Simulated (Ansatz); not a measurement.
```yaml
crystal:
  lattice:
    - [7.87534, 0.00000, 0.00000]
    - [-3.93767, 6.82025, 0.00000]
    - [0.00000, 0.00000, 1.27033]
  atoms:
    - { symbol: C, position: [0.00000, 0.00000, 0.00000] }
    - { symbol: C, position: [0.33333, 0.66667, 0.50000] }
    - { symbol: C, position: [0.66667, 0.33333, 0.50000] }
```

Space group P6/mmm; set up as C, omega (AlB2-type); a generated structure, not necessarily the stable one; changed on purpose from its base cell (volume × 0.96); computed pressure about 4 GPa in this cell.

Method: DFT, revPBE, plane waves (420 eV) with PAW, scalar-relativistic in Ansatz.

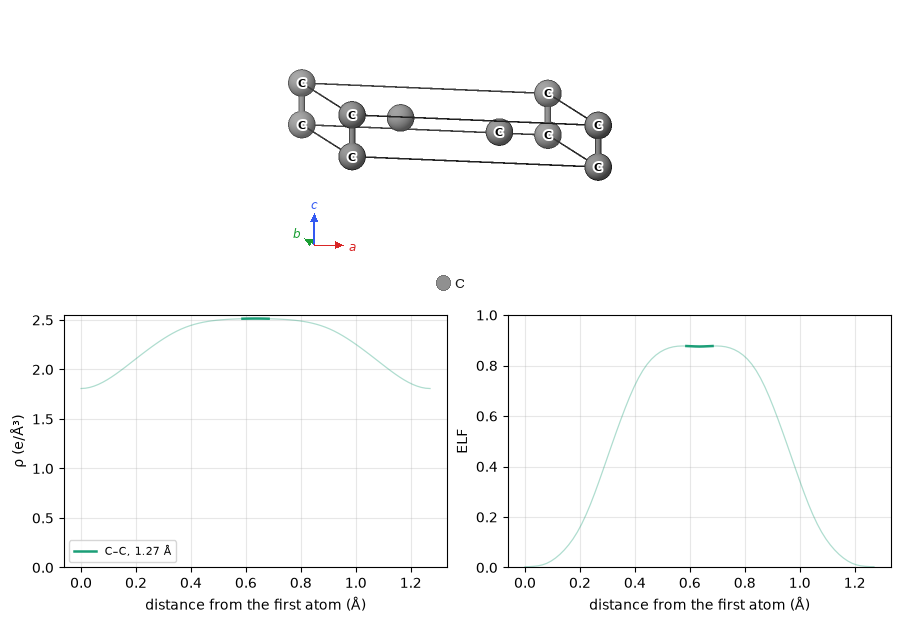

C. Valence pseudo-density and ELF along straight lines between neighbouring atoms. Thin, pale parts lie inside the atomic spheres. The structure is drawn too.

The density is the valence pseudo-density of a PAW calculation; it isn't the true density close to the nuclei.

**What can be read from the curves?**

C–C (1.27 Å): the density is about 2.5 e/Å³ at the midpoint; the ELF peaks at about 0.90 between the atoms.
